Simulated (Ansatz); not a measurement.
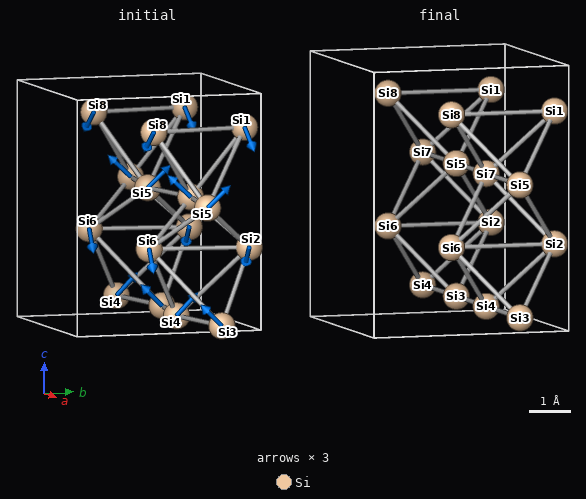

The structure of crystalline Si (a generated structure, set up in P-4c2) (coarse preliminary run) before (left) and after (right) a relaxation, at one scale. The blue arrows give the displacements (the part carried along by the change of the cell is left out), 3 times their true length.

Style: ball-and-stick. Shown: the cell of the calculation, repeated 2 × 1 × 1 with one cell outlined, slightly off an axis.

Theory: Ansatz, DFT PBE, scalar-relativistic, plane waves, PAW.

The input:
```yaml
crystal:
  lattice:
    - [4.77464987, 0.0, 0.0]
    - [0.0, 4.77464987, 0.0]
    - [0.0, 0.0, 5.8865038]
  atoms:
    - { symbol: Si, position: [0.461272, 0.75983202, 0.90354] }
    - { symbol: Si, position: [0.538728, 0.75983202, 0.40354] }
    - { symbol: Si, position: [0.75983202, 0.538728, 0.09646] }
    - { symbol: Si, position: [0.24016798, 0.461272, 0.09646] }
    - { symbol: Si, position: [0.75983202, 0.461272, 0.59646] }
    - { symbol: Si, position: [0.461272, 0.24016798, 0.40354] }
    - { symbol: Si, position: [0.24016798, 0.538728, 0.59646] }
    - { symbol: Si, position: [0.538728, 0.24016798, 0.90354] }
basis:
  ecutwfc: 420
kpoints:
  mp_grid: { grid: [4, 4, 4] }
hamiltonian:
  xc: pbe
scf:
  occupations: { method: gaussian, width: 0.1 }
  lower_state_search: "off"
output:
  forces: true
  stress: true
  eigenvalues: true
relax:
  adjacent_minimum: "off"
  f_tol: 0.04
  max_steps: 70
  cell: { stress_tol: 0.4 }
```

Command:
```bash
ansatz run input.yaml --threads 1 --pin off --max-ram 2560MiB --backend cpu --events-out ev --progress --plain --runs-dir out
```

### What changed between the two?

The energy falls by 4.820 eV per cell of the calculation in 6 accepted moves (7 points after the start). Largest force component: 4.5 eV/Å at the start, 0.0031 eV/Å at the end. The pressure goes from 34.88 to 0.09 GPa. The SCF was repeated once at an unchanged geometry on a basis and grid sized afresh for the cell, which shifted the energy by 18.9 meV per cell of the calculation at most. The largest moves relative to the cell, 0.27 Å, are those of 8 atoms (Si1, Si2, Si3, Si4 and others). Si3 goes roughly along [0 −3 2]. The volume changes by +26.0 %, with a = b 4.775 → 5.059 Å (+6.0 %), c 5.887 → 6.604 Å (+12.2 %). Among the contacts that change: Si1–Si3 2.106 → 2.512 Å, Si1–Si2 2.966 → 3.302 Å, Si1–Si5 2.708 → 2.513 Å, Si1–Si8 2.509 → 2.678 Å. Bond angles that change, for instance: Si7–Si5–Si7 162.4° → 179.9°, Si6–Si5–Si7 138.4° → 122.3°, Si1–Si5–Si6 105.5° → 115.6°. The space group (tolerance 0.01 Å) goes from P-4c2 (No. 116) to P4_2/mmc (No. 131). The run took 32 s on 1 thread of AMD EPYC 7R43 64-Core Processor (Zen 3), on a shared host, peak memory 0.4 GiB.
